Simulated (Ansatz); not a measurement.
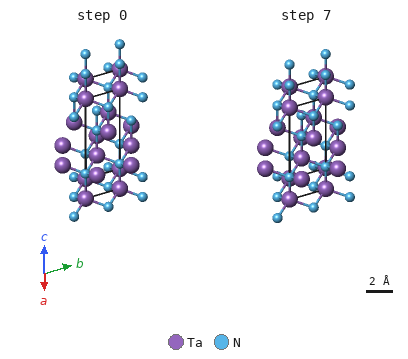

The structure of solid TaN (a generated structure, set up in R3m) before (left) and after (right) a relaxation, at one scale.

Style: ball-and-stick. Shown: the cell of the calculation, reduced to other axes, from a free direction. Lengths and directions refer to the drawn axes.

Case: stacking ABC.

The calculation used Ansatz 0.2.0, DFT PBE, scalar-relativistic, plane waves, PAW.

The input:
```yaml
crystal:
  lattice:
    - [3.1522049397, 0.0, 0.0]
    - [-1.5761024698, 2.7298895557, 0.0]
    - [0.0, 0.0, 9.1564497139]
  atoms:
    - { symbol: Ta, position: [0.0, 0.0, 0.0] }
    - { symbol: "N", position: [0.0, 0.0, 0.25] }
    - { symbol: Ta, position: [0.3333333333, 0.6666666667, 0.3333333333] }
    - { symbol: "N", position: [0.3333333333, 0.6666666667, 0.5833333333] }
    - { symbol: Ta, position: [0.6666666667, 0.3333333333, 0.6666666667] }
    - { symbol: "N", position: [0.6666666667, 0.3333333333, 0.9166666667] }
basis:
  ecutwfc: 420
kpoints:
  mp_grid: { grid: [18, 18, 6] }
hamiltonian:
  xc: pbe
scf:
  occupations: { method: gaussian, width: 0.1 }
output:
  forces: true
  stress: true
  eigenvalues: true
  populations: true
relax:
  adjacent_minimum: "off"
  f_tol: 0.01
  max_steps: 45
  cell: { stress_tol: 0.05 }
```

Launched with:
```bash
ansatz run input.yaml --threads 1 --pin off --max-ram 2560MiB --backend cpu --events-out ev --progress --plain --runs-dir out
```

> What changed between the two?

The run was cut off at its time limit before the relaxation converged, so the last structure is only a point on the way. The largest moves relative to the cell, 0.032 Å, are those of Ta1, N2, Ta3, N4, Ta5 and N6. N4 goes along −c. Largest moves by element: N 0.032 Å, Ta 0.032 Å. The volume changes by +2.3 %, with a = b 3.152 → 3.326 Å (+5.5 %), c 9.156 → 8.417 Å (−8.1 %). Some distances before and after: Ta1–N2 2.289 → 2.039 Å, Ta1–Ta1 3.152 → 3.326 Å, Ta1–Ta3 3.554 → 3.400 Å, N2–Ta3 1.973 → 2.067 Å. The space group stays R3m (No. 160). The energy falls by 1.111 eV per cell of the calculation in 6 accepted moves (7 points after the start). Largest force component: 2.2 eV/Å at the start, 0.012 eV/Å at the end. Pressure: 13.88 GPa at the start and 0.02 GPa at the end. The SCF was repeated once at an unchanged geometry on a basis and grid sized afresh for the cell, which shifted the energy by 18.4 meV per cell of the calculation at most.
